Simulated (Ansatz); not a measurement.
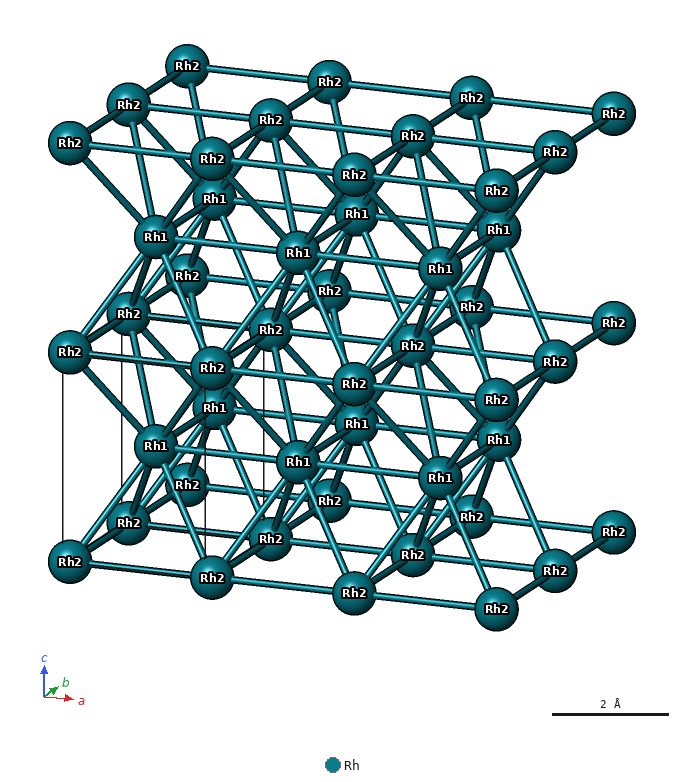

The input geometry of run 1 (ball-and-stick view of the cell of the calculation, repeated 3 × 2 × 2, seen slightly off an axis; atoms are numbered from 1 in the order of the input).

**What a change does: single-point calculation on Rh**

System: Rh (P-1, 2 atoms in the cell).
Method of run 1: DFT PBEsol, scalar-relativistic, plane waves, PAW, no spin polarisation (Ansatz 0.2.0).

The structure derives from an entry of the Crystallography Open Database. Text and figures count atoms from 1; the logs count them from 0 in places.

## Input, run 1
```yaml
crystal:
  lattice:
    - [0.0, -1.8899965799, -1.8899965799]
    - [0.0, 1.8899965799, -1.8899965799]
    - [3.7799931598, 0.0, 0.0]
  atoms:
    - { symbol: Rh, position: [0.4672266844, 0.4563026555, 0.5042522937] }
    - { symbol: Rh, position: [0.0327733156, 0.0436973445, -0.0042522937] }
basis:
  ecutwfc: 420
kpoints:
  mp_grid: { grid: [12, 12, 10] }
hamiltonian:
  xc: pbesol
scf:
  occupations: { method: gaussian, width: 0.15 }
output:
  forces: true
  stress: true
  eigenvalues: true
```

Command:
```bash
ansatz run input.yaml --threads 4 --pin off --max-ram 2560MiB --backend cpu --events-out ev --progress --plain --runs-dir out
```

Hardware: 4 threads of Intel Xeon @ 2.30GHz, 28 GiB of memory available, shared host.

## Output, shortened to warnings, some set-up lines, iterations and results (run 1)
```
Basis set: ecut = 420 eV, 513 PW (Γ), exchange–correlation on 36×36×54 points (8 copies of the dense FFT grid, shifted against one another)
Symmetry: 2 space group operations
k-points: 724 of 1440
Initial density: superposition of atomic densities (neutral atoms: chi_scale 0, normalization atom), corrected by the library's trained network
[...]
SCF iter   1: F=—  HF=-12677.204285 eV  |F-HF|=—  |Δ(HF+E_count)|=         —  Δρ=1.08e-2  dr2=2.29e-2  ethr=1.77e-3  ⟨swp⟩=4.7  Hψ=58028  notcnv=0
SCF iter   2: F=—  HF=-12677.201076 eV  |F-HF|=—  |Δ(HF+E_count)|=   3.21e-3  Δρ=5.53e-3  dr2=6.05e-3  ethr=6.75e-5  ⟨swp⟩=2.0  Hψ=26842  notcnv=0
SCF iter   3: F=—  HF=-12677.199152 eV  |F-HF|=—  |Δ(HF+E_count)|=   1.92e-3  Δρ=4.53e-4  dr2=2.10e-5  ethr=1.78e-5  ⟨swp⟩=2.0  Hψ=21595  notcnv=0
SCF iter   4: F=—  HF=-12677.199179 eV  |F-HF|=—  |Δ(HF+E_count)|=   2.64e-5  Δρ=1.20e-4  dr2=1.81e-6  ethr=6.19e-8  ⟨swp⟩=2.0  Hψ=27307  notcnv=0
SCF iter   5: F=—  HF=-12677.199178 eV  |F-HF|=—  |Δ(HF+E_count)|=   4.04e-7  Δρ=4.12e-5  dr2=3.38e-7  ethr=5.31e-9  ⟨swp⟩=2.0  Hψ=21953  notcnv=0
SCF iter   6: F=-12677.199178 eV  HF=-12677.199178 eV  |F-HF|=6.24e-8  |Δ(HF+E_count)|=   6.40e-8  Δρ=1.47e-5  dr2=7.61e-8  ethr=2.94e-10  ⟨swp⟩=5.1  Hψ=63654  notcnv=0
SCF 1 converged in 6 iterations: F = -12677.199178 eV  dr2 = 7.61e-8
SCF converged after 6 iterations
Free energy (F): -12677.199178 eV
Harris-Foulkes:  -12677.199178 eV  (|F-HF|=6.24e-8)
Internal energy: -12677.166355 eV  (E = F + TS)
E sigma→0 (E₀):  -12677.182767 eV
Entropy (-TS):   -0.032823 eV (-16.411 meV/atom)
Fermi energy:    22.831442 eV
--- Per-component energies (eV) ---
  E_band       = -160.148456
  E_kinetic    = 1148.693129
  E_local      = -3110.512444  (includes V_loc(G=0)·N_el)
  E_nonlocal   = 713.127258
  E_hartree    = 1094.509565
  E_xc         = -441.971902
  E_vxc        = -556.932027  (∫ρ·V_xc dr)
  E_paw        = -7047.865617  (= ΣΔE_a)
  E_vpaw       = -543.547384  (= ΣTr[D̂ρ^β])
  E_aug_tail   = 0.001653  (compensation charges beyond the density's cutoff)
  E_ewald      = -5033.700397
  E_core_change = 0.552399  (= ΣΔE_core)
  E_smearing   = -0.032823  (= −TS)
  E_closure    = -0.000000  (closes the sum)
  Σ components = -12677.199178   (vs F -12677.199178, Δ=0.00e0)
--- Forces (eV/Å), atoms counted from 1 ---
  atom   1  Rh    -0.44084233     0.23897589    -2.08576085
  atom   2  Rh     0.44084233    -0.23897589     2.08576085
  max |Σ_I F_I| component: 0.00e0 eV/Å
--- Stress (GPa, compression-positive) ---
       12.078673      -0.275729       2.427201
       -0.275728      -1.517668       0.277251
        2.427189       0.277252       9.583112
  P = ⅓ Tr σ = 6.7147 GPa (67.147 kbar)
```

The input of run 2 differs as follows (lines with − go, lines with + come):
```diff
-  occupations: { method: gaussian, width: 0.15 }
+  occupations: { method: methfessel_paxton, width: 0.025 }
+  eigensolver: { kind: davidson }
```

Predict how the results change.

The total energy of run 2 is 0.21 meV per atom lower, which comes with the changed settings and measures no stability. The pressure goes from 6.71 to 6.54 GPa. The largest force goes from 2.145 to 2.184 eV/Å. The number of SCF iterations is the same. On the same kind of shared host run 2 took about 1.5 times as long.

## Output, shortened to warnings, some set-up lines, iterations and results (run 2)
```
Basis set: ecut = 420 eV, 513 PW (Γ), exchange–correlation on 36×36×54 points (8 copies of the dense FFT grid, shifted against one another)
Symmetry: 2 space group operations
k-points: 724 of 1440
Initial density: superposition of atomic densities (neutral atoms: chi_scale 0, normalization atom), corrected by the library's trained network
[...]
SCF iter   1: F=—  HF=-12677.189883 eV  |F-HF|=—  |Δ(HF+E_count)|=         —  Δρ=1.13e-2  dr2=2.49e-2  ethr=1.77e-3  ⟨swp⟩=6.4  Hψ=59852  notcnv=0
SCF iter   2: F=—  HF=-12677.185022 eV  |F-HF|=—  |Δ(HF+E_count)|=   4.86e-3  S|Δr|=    0.00e0  Δρ=5.62e-3  dr2=6.32e-3  ethr=7.33e-5  ⟨swp⟩=2.3  Hψ=30634  notcnv=0  defer=26
SCF iter   3: F=—  HF=-12677.183160 eV  |F-HF|=—  |Δ(HF+E_count)|=   1.86e-3  S|Δr|=    0.00e0  Δρ=5.20e-4  dr2=2.99e-5  ethr=7.95e-8  ⟨swp⟩=3.0  Hψ=72259  notcnv=0  defer=5
SCF iter   4: F=—  HF=-12677.183187 eV  |F-HF|=—  |Δ(HF+E_count)|=   2.73e-5  S|Δr|=    0.00e0  Δρ=2.08e-4  dr2=1.26e-5  ethr=7.95e-8  ⟨swp⟩=3.0  Hψ=36602  notcnv=0  defer=3
SCF iter   5: F=—  HF=-12677.183184 eV  |F-HF|=—  |Δ(HF+E_count)|=   3.08e-6  S|Δr|=    0.00e0  Δρ=7.25e-5  dr2=1.30e-6  ethr=3.70e-8  ⟨swp⟩=3.0  Hψ=34215  notcnv=0  defer=3
SCF iter   6: F=-12677.183184 eV  HF=-12677.183184 eV  |F-HF|=1.44e-8  |Δ(HF+E_count)|=   2.49e-7  S|Δr|=    0.00e0  Δρ=1.78e-5  dr2=3.09e-8  ethr=3.82e-9  ⟨swp⟩=3.0  …
SCF 1 converged in 6 iterations: F = -12677.183184 eV  dr2 = 3.09e-8
  Residual-converged pass: ⟨swp⟩=3.0  Hψ=38949  notcnv=0  max |occ|·‖R‖ = 6.6e-6 eV (tolerance 6.7e-6 eV)  dr2=3.31e-8  dr2_onsite=1.24e-8  max |Δocc| = 1.7e-8
SCF converged after 6 iterations
Stability not checked: this state was not tested for a lower state beside it, because cold or Methfessel-Paxton smearing, or corrected tetrahedra, fill the levels in a way that the test cannot read (fill_not_monotonic; see scf.lower_state_search)
Free energy (F): -12677.183184 eV
Harris-Foulkes:  -12677.183184 eV  (|F-HF|=1.44e-8)
Internal energy: -12677.183177 eV  (E = F + TS)
E sigma→0 (E₀):  -12677.183182 eV
Entropy (-TS):   -0.000007 eV (-0.004 meV/atom)
Fermi energy:    22.845010 eV
Step filling:    the computed levels leave a gap of 0.0002 eV = 0.0 smearing widths at the electron count; against every level under it full and every level over it empty, smearing changes F+E_penalty+E_count by -0.020 meV and its σ→0 estimate by -0.018 meV
--- Per-component energies (eV) ---
  E_band       = -160.220011
  E_kinetic    = 1148.665169
  E_local      = -3110.412609  (includes V_loc(G=0)·N_el)
  E_nonlocal   = 713.087567
  E_hartree    = 1094.446807
  E_xc         = -441.973790
  E_vxc        = -556.934532  (∫ρ·V_xc dr)
  E_paw        = -7047.849975  (= ΣΔE_a)
  E_vpaw       = -543.525367  (= ΣTr[D̂ρ^β])
  E_aug_tail   = 0.001653  (compensation charges beyond the density's cutoff)
  E_ewald      = -5033.700397
  E_core_change = 0.552399  (= ΣΔE_core)
  E_smearing   = -0.000007  (= −TS)
  E_closure    = -0.000000  (closes the sum)
  Σ components = -12677.183184   (vs F -12677.183184, Δ=0.00e0)
--- Forces (eV/Å), atoms counted from 1 ---
  atom   1  Rh    -0.46039098     0.23289928    -2.12189634
  atom   2  Rh     0.46039098    -0.23289928     2.12189634
  max |Σ_I F_I| component: 0.00e0 eV/Å
--- Stress (GPa, compression-positive) ---
       12.174159      -0.312901       2.484092
       -0.312899      -1.774506       0.087545
        2.484081       0.087537       9.231465
  P = ⅓ Tr σ = 6.5437 GPa (65.437 kbar)
```

## The two runs side by side

```csv
quantity,run 1,run 2
outcome,converged,converged
free energy per atom (eV),−6338.5996,−6338.5916
"energy per atom, smearing taken to zero (eV)",−6338.5914,−6338.5916
gap on the mesh (eV),0.00,0.00
pressure (GPa),6.71,6.54
largest force (eV/Å),2.145,2.184
SCF iterations,6,6
irreducible k-points,724,724
plane waves at Γ,513,513
wall time (shared host),5.2 s,7.8 s
```
